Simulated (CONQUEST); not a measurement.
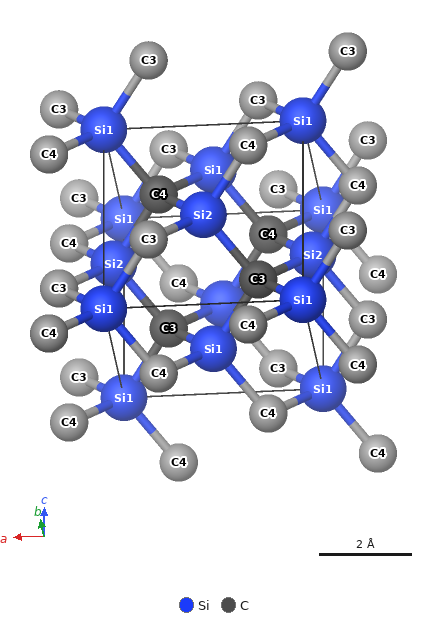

The input geometry (ball-and-stick view of the cell 2 times as large as that of the calculation, set on its symmetry axes, seen at an oblique angle; neighbours outside the cell are drawn fainter; atoms are numbered from 1 in the order of the input).

Run report: SiC, single-point calculation at one volume of an equation of state

System: SiC (F-43m, 4 atoms in the cell).
Method: Kohn-Sham DFT of a periodic cell, PBEsol, PseudoDojo NC PBEsol, no spin polarisation (CONQUEST 1.3).

The structure derives from an entry of the Crystallography Open Database. It belongs to a series of runs on one base structure; here: volume scaled by 1.0.

**Input file**
```
IO.Title SiC
IO.Coordinates coords.dat
IO.FractionalAtomicCoords T
IO.Iprint 2
IO.Iprint_init 1
General.NumberOfSpecies 2
General.PseudopotentialType hamann
AtomMove.TypeOfRun static
AtomMove.FullStress T
Grid.PointsAlongX 32
Grid.PointsAlongY 32
Grid.PointsAlongZ 48
DM.SolutionMethod diagon
Diag.MPMesh T
Diag.GammaCentred T
Diag.MPMeshX 9
Diag.MPMeshY 9
Diag.MPMeshZ 6
Diag.kT 0.00183747
minE.SCTolerance 1e-6
SC.MaxIters 100
IO.AtomChargeOutput T
%block ChemicalSpeciesLabel
1 28.090 Si
2 12.010 C
%endblock
```

Machine: 1 thread of Intel Xeon (Sapphire Rapids), 16 GiB of memory available, shared host.

Run as:
```bash
Conquest
```

**Log**
```
Simulation cell dimensions:     5.8233 a0 x     5.8233 a0 x     8.2354 a0

      Atomic coordinates (a0)
         Atom         X         Y         Z  Species
            1    0.0000    0.0000    0.0000        1
            2    2.9117    2.9117    4.1177        1
            3    0.0000    2.9117    2.0589        2
            4    2.9117    0.0000    6.1766        2

         Monkhorst-Pack mesh:   9 x   9 x   6 gamma-centred
        This calculation includes non-local pseudopotentials,
         with a maximum core radius of      7.03599865

    Job title: SiC
    Job to be run: static calculation

    Ground state search:
      Support functions represented with PAO basis
      1:1 PAO to SF mapping
      Non-spin-polarised electrons
      Solving for the K matrix using diagonalisation
      Using Fermi-Dirac smearing

    Integration grid size:     32 x   32 x   48

    Integration grid spacing:  0.182 a0 x 0.182 a0 x 0.172 a0

    Number of species:  2
    --------------------------------------------------------
    |   #  mass (au)  Charge (e)  SF Rad (a0)  NSF  Label  |
    --------------------------------------------------------
    |   1     28.090       4.000        7.279   13  Si     |
    |   2     12.010       4.000        6.551   13  C      |
    --------------------------------------------------------
          SCF tolerance:                 0.00000100
          SCF iterations:               100

    LibXC version:  6. 2. 2
    Using the GGA functional Perdew, Burke & Ernzerhof SOL
    Using the GGA functional Perdew, Burke & Ernzerhof SOL

           radial cut-off to be used is taken to be max PAO cut-off radius for this species:    7.035999

           greatest ang. mom. for making density from PAOs:  2

           radial cut-off to be used is taken to be max PAO cut-off radius for this species:    6.247137

           greatest ang. mom. for making density from PAOs:  2
    Minimum blocs/proc is      768. Maximum blocs/proc is      768
    set_atom_dens: In set_atomic_density, electrons :      16.000000000000
 matrix_size & matrix_size_padH =           52          52

    Screened ion int: energy:     -12.689256881668 Ha

    new_SC_potl: Starting.  Tolerance:  0.10000E-05

    PulayMixSC: Starting Pulay mixing, A_up =  0.500 A_dn =  0.500
    PulayMixSC: Spin non-polarised calculation.
          Harris-Foulkes Energy            :       -20.609332438685641 Ha
          (TS=0 as O(N) or entropic contribution is negligible)
          DFT Total Energy                 :       -20.324728974935752 Ha
          Total number of electrons        :        15.999999999999947
    PulayMixSC: Pulay iteration     1 residual:              0.15547E-01
          Harris-Foulkes Energy            :       -20.491640336434351 Ha
          GroundState Energy (E-(1/2)TS)   :       -20.491640355415793 Ha
          Free Energy (E-TS)               :       -20.491640374397239 Ha
          DFT Total Energy                 :       -20.479784332495534 Ha
          Total number of electrons        :        16.000006594110019
    PulayMixSC: Pulay iteration     2 residual:              0.48538E-02
          Harris-Foulkes Energy            :       -20.486297933574061 Ha
          (TS=0 as O(N) or entropic contribution is negligible)
          DFT Total Energy                 :       -20.485864707370620 Ha
          Total number of electrons        :        16.000008960293357
    PulayMixSC: Pulay iteration     3 residual:              0.18281E-02
          Harris-Foulkes Energy            :       -20.485908898345290 Ha
          (TS=0 as O(N) or entropic contribution is negligible)
          DFT Total Energy                 :       -20.485903008466245 Ha
          Total number of electrons        :        16.000013350462307
    PulayMixSC: Pulay iteration     4 residual:              0.85474E-04
          Harris-Foulkes Energy            :       -20.485904998082077 Ha
          (TS=0 as O(N) or entropic contribution is negligible)
          DFT Total Energy                 :       -20.485904500947754 Ha
          Total number of electrons        :        16.000013376311014
    PulayMixSC: Pulay iteration     5 residual:              0.32575E-04
          Harris-Foulkes Energy            :       -20.485904757941366 Ha
          (TS=0 as O(N) or entropic contribution is negligible)
          DFT Total Energy                 :       -20.485904754765158 Ha
          Total number of electrons        :        16.000013448229016
    PulayMixSC: Pulay iteration     6 residual:              0.24507E-05
          Harris-Foulkes Energy            :       -20.485904756280725 Ha
          (TS=0 as O(N) or entropic contribution is negligible)
          DFT Total Energy                 :       -20.485904756198284 Ha
          Total number of electrons        :        16.000013446424887
    PulayMixSC: Pulay iteration     7 residual:              0.33022E-06
    PulayMixSC: Reached SCF tolerance of  0.33022E-06 after      7 iterations
      | Number of electrons      =        16.000013
      |* band energy as 2Tr[K.H] =        -7.687812222380091 Ha
      |  screened ion-ion energy =       -12.689256881668278 Ha
      |  Ha correction           =        -0.747561034065333 Ha
      |  XC correction           =         0.638729935620424 Ha
      |* Harris-Foulkes energy   =       -20.485904756280725 Ha
      |* DFT total energy        =       -20.485904756198284 Ha
      |  estimated accuracy      =        -0.000000000082441 Ha

    force: Forces on atoms (Ha/a0)
    force:  Atom   X              Y              Z
    force:     1   0.0000000000  -0.0000000000  -0.0000000000
    force:     2  -0.0000000000  -0.0000000000   0.0000000000
    force:     3  -0.0000000000  -0.0000000000   0.0000000000
    force:     4  -0.0000000000   0.0000000000  -0.0000000000

    force: Maximum force :        0.00000000(Ha/a0) on atom         4 in z direction
    force: Force Residual:        0.00000000 Ha/a0
    force: Total stress:         -2.64380836     0.00000000     0.00000000 GPa
                             0.00000000    -2.64380836    -0.00000000
                             0.00000000    -0.00000000    -2.97524862
    force: Average pressure:      2.75428844 GPa

    force: Finished force
    get_E_and_F: Change in energy during last step of electronic optimisation:  0.16606E-08

    BIBLIOGRAPHY: Please consider citing the following references in the conquest.bib file

    CONQUEST:         Bowler2002pt, Miyazaki2004, Nakata2020
    Basis:            Bowler2019
    DM:               Bowler:2006xr
    Pseudopotentials: Hamann2013, Bowler2019
    XC references from LibXC:
```

**File coords.dat**
```
    5.8233258888     0.0000000000     0.0000000000
    0.0000000000     5.8233258888     0.0000000000
    0.0000000000     0.0000000000     8.2354264511
4
  0.0000000000   0.0000000000   0.0000000000 1 T T T
  0.5000000000   0.5000000000   0.5000000000 1 T T T
  0.0000000000   0.5000000000   0.2500000000 2 T T T
  0.5000000000   0.0000000000   0.7500000000 2 T T T
```

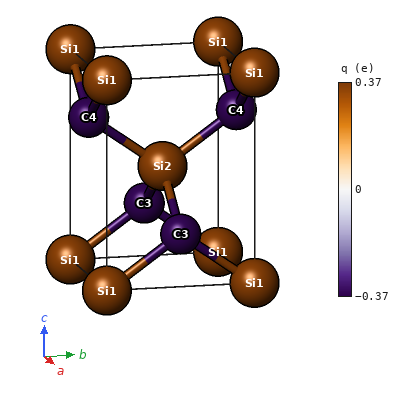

Mulliken charges, as the colour of each atom (ball-and-stick view of the cell of the calculation, seen slightly off an axis; atoms are numbered from 1 in the order of the input). By element: Si +0.36 and C −0.36 e.

**Summary**

| quantity | value |
| --- | --- |
| outcome | converged |
| space group (tolerance 0.01 Å) | F-43m (216) |
| electrons treated | 16 |
| free energy | −557.4499 eV |
| Fermi energy | −6.601 eV |
| gap on the k-point mesh | 1.20 eV |
| pressure | 2.75 GPa |
| largest force (length of the vector) | under 0.001 eV/Å |
| wall time | 66 s |
| peak memory | 0.54 GiB |
